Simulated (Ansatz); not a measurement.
System: LuH2.

```
CELL_PARAMETERS angstrom
4.95911 0.00000 0.00000
0.00000 4.95911 0.00000
0.00000 0.00000 4.95911
ATOMIC_POSITIONS crystal
Lu 0.00000 0.00000 0.00000
Lu 0.50000 0.50000 0.00000
Lu 0.50000 0.00000 0.50000
Lu 0.00000 0.50000 0.50000
H 0.25000 0.25000 0.25000
H 0.75000 0.75000 0.25000
H 0.75000 0.25000 0.75000
H 0.25000 0.75000 0.75000
H 0.75000 0.25000 0.25000
H 0.25000 0.75000 0.25000
H 0.25000 0.25000 0.75000
H 0.75000 0.75000 0.75000
```

Space group Fm-3m; computed without spin polarisation.

The calculation used DFT PBEsol, scalar-relativistic, plane waves, PAW in Ansatz 0.2.0.

What can the converged valence pseudo-density and electron localisation function tell about the bonding?

Answer. Lu–H (2.15 Å): the density is about 0.43 e/Å³ at the midpoint; the ELF climbs to about 1 towards the hydrogen.

Metal or insulator at this level of theory?

Answer. It is gapless in this calculation (a metal or semimetal).

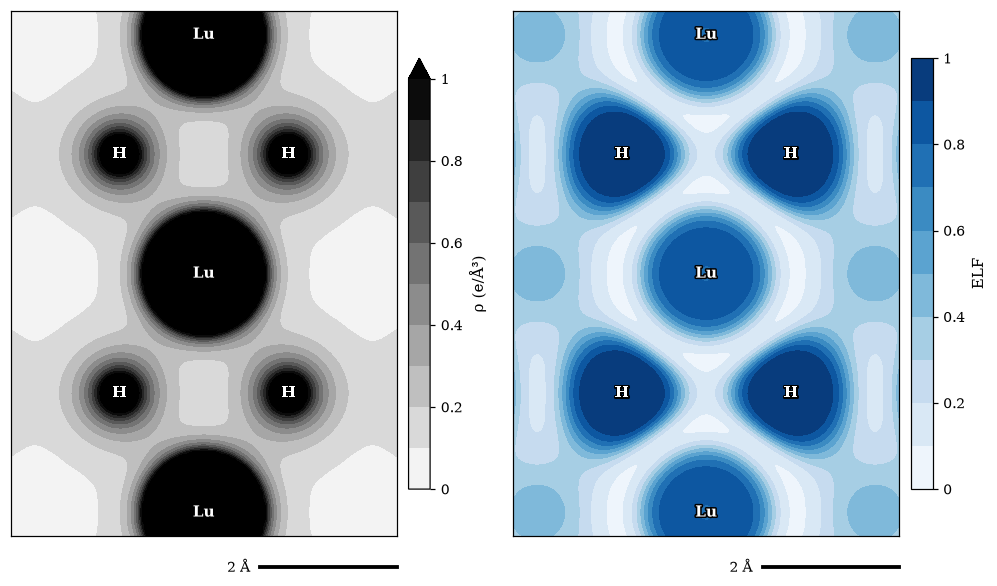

Computed valence pseudo-density and electron localisation function on the (011) plane of the conventional cell, in this order. 

Core electrons are frozen (PAW), and the valence fields are smoothed inside the atomic spheres.
